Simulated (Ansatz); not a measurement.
# Single-point calculation, with input and output: FeCo3 (part 3 of 3)

Continued. System: FeCo3 (4 atoms in the cell). Method: DFT r2SCAN, scalar-relativistic, plane waves, PAW, spin-polarised (Ansatz 0.2.0); cutoff 500 eV, 16×16×6 k-mesh, Gaussian smearing of 0.1 eV, collinear spins. The structure derives from a Materials Project entry.

Geometry of the input (Å; fractional positions):
```
2.4660  0.0000  0.0000
0.0000  2.4660  0.0000
0.0000  0.0000  7.0635
Fe 0.0000  0.0000  0.0000
Co 0.5000  0.5000  0.7454
Co 0.0000  0.0000  0.5000
Co 0.5000  0.5000  0.2546
```

### What the program printed, continued
```
  k-point 1 ↑: bands = ["-81.1720", "-81.0457", "-81.0395", "-73.0567", "-43.0681", "-42.8730", "-42.8730", "-42.8013", "-42.8013", "-42.7707", "-42.7707", "-42.7534", "-42.7079", "-37.8455", "-37.5499", "-37.5499", "9.7852", "11.8460", "13.0129", "13.1514", "13.9322", "14.6054", "15.1143", "15.8573", "15.9966", "15.9966", "16.2011", "16.6256", "16.6981", "16.6981", "16.7493", "16.7574", "17.0420", "17.2774", "17.2774", "17.3235", "17.7344", "18.2433", "18.2433", "21.0619", "29.4287", "34.9358", "34.9358", "37.2478", "38.1241", "38.1241"]
  k-point 2 ↑: bands = ["-81.1720", "-81.0457", "-81.0394", "-73.0567", "-43.0680", "-42.8730", "-42.8730", "-42.8014", "-42.8014", "-42.7706", "-42.7706", "-42.7542", "-42.7071", "-37.8455", "-37.5499", "-37.5499", "10.0608", "11.1541", "13.1553", "13.2845", "14.0171", "14.3821", "15.3611", "15.7487", "16.0795", "16.0795", "16.3139", "16.4600", "16.4600", "16.6384", "16.7772", "16.9928", "17.3653", "17.4675", "17.5780", "17.5780", "17.7221", "18.0938", "18.0938", "19.9276", "30.9604", "35.0729", "35.3638", "35.3638", "37.0137", "37.0137"]
  k-point 179 ↓: bands = ["-78.0066", "-77.9215", "-77.9214", "-68.6818", "-40.0301", "-40.0301", "-39.8999", "-39.8999", "-39.8592", "-39.8422", "-39.8422", "-39.7609", "-39.7601", "-33.5928", "-33.5928", "-33.4454", "15.4429", "15.5552", "15.7216", "15.7591", "15.7591", "15.9715", "16.2078", "16.2078", "18.6529", "18.6529", "19.0909", "19.0909", "20.6973", "20.6976", "20.7172", "20.7459", "20.8076", "21.0082", "21.7758", "22.3968", "24.5272", "24.5272", "24.5514", "24.5514", "30.5481", "30.5944", "30.9281", "31.2636", "32.1303", "32.1303"]
--- Löwdin populations: 4 sites ---
  site symbol       q [e]    m [muB]
     0     Fe     15.7527     2.8547
     1     Co     16.7550     1.8810
     2     Co     16.7594     1.9005
     3     Co     16.7550     1.8810
  spilling = 0.014596 (of n_electrons = 67.000000)
```

### File populations.tsv
```
# site	symbol	l	j	q_up	q_dn
# orbitals = lowdin
# n_electrons = 67.000000
# spilling = 0.014596
0	Fe	0_3S	-	0.992637	0.993015
0	Fe	0_4S	-	0.464630	0.492922
0	Fe	1_3P	-	2.998592	2.998085
0	Fe	2_3D	-	4.847860	1.964954
1	Co	0_3S	-	0.993073	0.993314
1	Co	0_4S	-	0.469942	0.511756
1	Co	1_3P	-	2.998846	2.998476
1	Co	2_3D	-	4.856156	2.933433
2	Co	0_3S	-	0.993042	0.993470
2	Co	0_4S	-	0.476363	0.514953
2	Co	1_3P	-	2.998847	2.998624
2	Co	2_3D	-	4.861696	2.922390
3	Co	0_3S	-	0.993073	0.993314
3	Co	0_4S	-	0.469942	0.511756
3	Co	1_3P	-	2.998846	2.998476
3	Co	2_3D	-	4.856156	2.933433
```

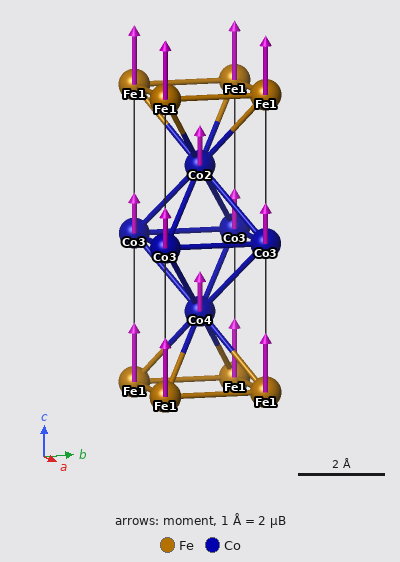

Figure 1. Magnetic moments of the sites as pink arrows (ball-and-stick view of the cell of the calculation, seen slightly off an axis; atoms are numbered from 1 in the order of the input); small moments hardly show. The run is collinear, so the axis drawn is arbitrary. Site moments: Fe1 (2.82 μB); Co3 (1.93 μB); Co2, Co4 (1.90 μB). They are counted near the atoms and needn't add up to the moment of the cell.

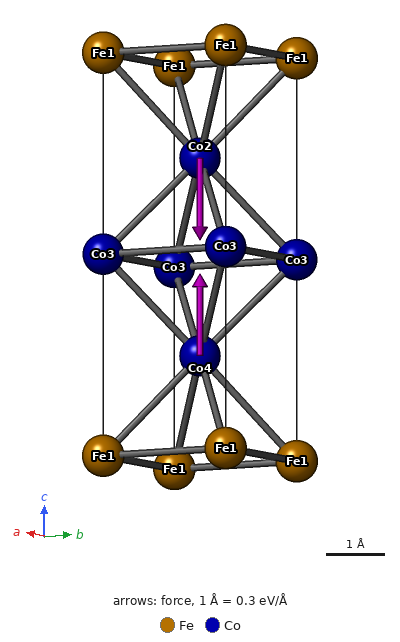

Figure 2. Forces on the atoms as pink arrows (ball-and-stick view of the cell of the calculation, seen at an oblique angle; atoms are numbered from 1 in the order of the input). The largest act on Co2, Co4 (0.44 eV/Å). The geometry is not a stationary point of this energy.

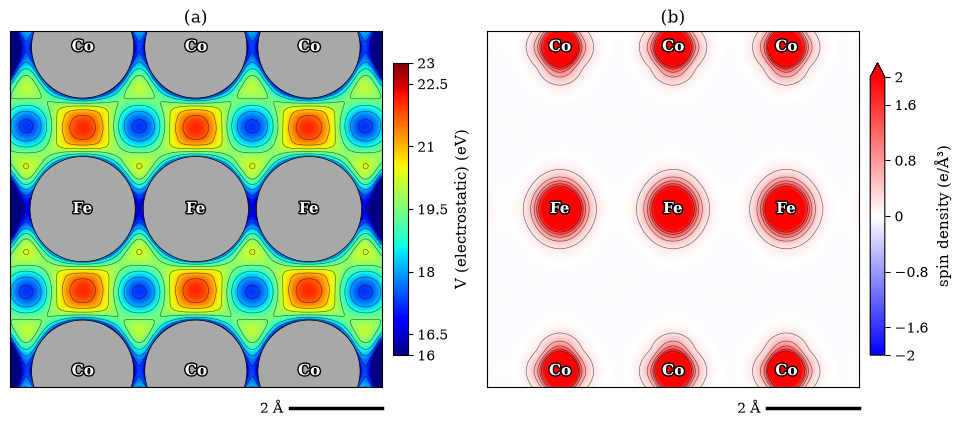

Figure 3. (a) electrostatic potential (local pseudopotential plus Hartree) felt by an electron; (b) spin density on the (100) plane of the conventional cell. Grey discs, where drawn, cover atomic cores. Atoms in the plane: Fe and Co. The cell of the calculation (4 atoms) carries 8.1 μB net. Outside the cores the potential energy rises away from the atoms and is highest about 1.7 Å from the nearest atoms; outside the discs it spans about 6 eV, and its zero is arbitrary. In a PAW calculation such maps are meaningful between the atoms, not at the nuclei.

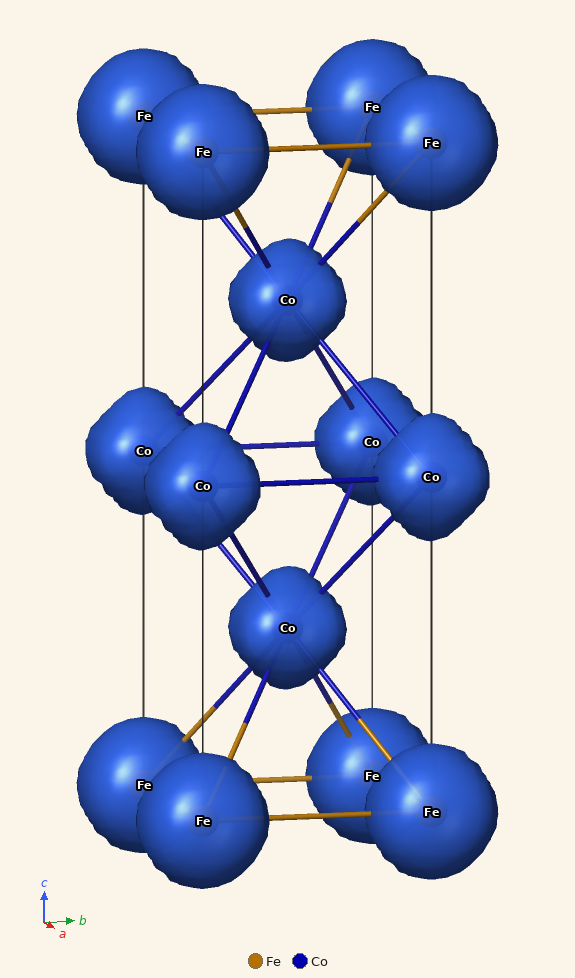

Figure 4. Isosurface of the magnetisation density (up minus down) at +0.5 e/Å³ (blue), seen slightly off an axis. Sticks mark near contacts. The outline is the cell set on symmetry axes. The cell of the calculation (4 atoms) carries 8.1 μB net.

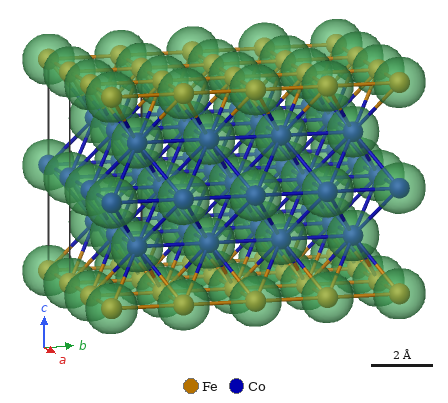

Figure 5. Isosurface of the valence charge density (pseudo) at 0.8 e/Å³ (green), seen slightly off an axis. Sticks mark near contacts. The outline is the cell set on symmetry axes. At this value the density breaks into separate islands; it holds about 80 % of the electrons treated as valence (semicore included). It is pinched off along the Co–Co (2.46 Å), Fe–Fe (2.47 Å) and Fe–Co (2.50 Å) contacts. On the grid the lowest density along these lines, outside the cores, is 0.36 e/Å³ (Co–Co, 2.46 Å), 0.36 e/Å³ (Fe–Fe, 2.47 Å) and 0.33 e/Å³ (Fe–Co, 2.50 Å).

### Summary

| quantity | value |
| --- | --- |
| outcome | converged |
| space group (tolerance 0.01 Å) | P4/mmm (123) |
| electrons treated | 67 |
| free energy | −19880.5168 eV |
| Fermi energy | 19.415 eV |
| gap on the k-point mesh | none (metallic) |
| net moment of the cell | 8.11 μB |
| integrated absolute moment | 9.11 μB |
| pressure | 6.63 GPa |
| largest force (length of the vector) | 0.436 eV/Å |
| wall time | 5.8 min |
| peak memory | 1.2 GiB |

### Notes

The electronic state found may not be the lowest one. The program warns: the state was not tested for a lower one. The cell is under a pressure of 6.6 GPa at this level, so it is not at its equilibrium volume.
